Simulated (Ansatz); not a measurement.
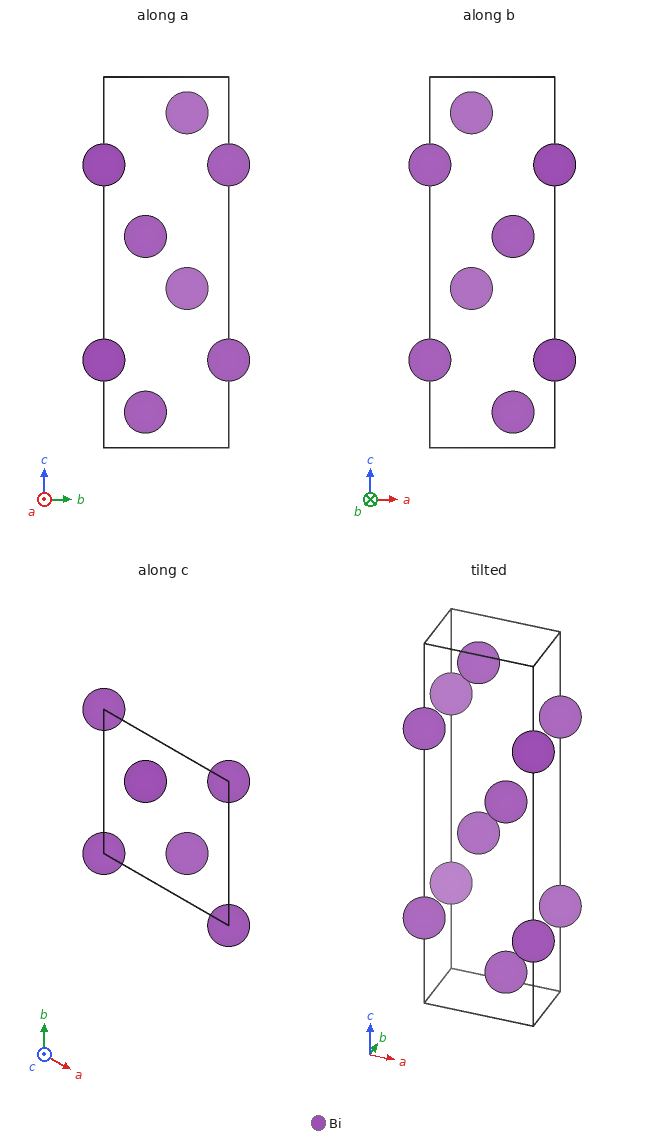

The figure gives a spheres-only picture of the atoms, viewed along the a axis, along the b axis, along the c axis and slightly off an axis. Lines trace the edges of the conventional unit cell.

Lattice parameters: a = 4.525 Å, b = 4.525 Å, c = 11.647 Å, α = 90.00°, β = 90.00°, γ = 120.00°. Put a along x and b in the xy plane.

Convert the drawing into a POSCAR file, with free fractional coordinates to two decimals.

```
Bi
1.0
     4.525    0.000    0.000
    -2.262    3.919    0.000
     0.000    0.000   11.647
Bi
6
Direct
  0.3333 0.6667 0.90
  0.00 0.00 0.76
  0.00 0.00 0.24
  0.6667 0.3333 0.10
  0.6667 0.3333 0.57
  0.3333 0.6667 0.43
```

Its origin is a structure type filled with this element by a generator (whether the element takes this form wasn't checked). What is shown is the relaxed result from DFT PBEsol, scalar-relativistic, plane waves, PAW in Ansatz.
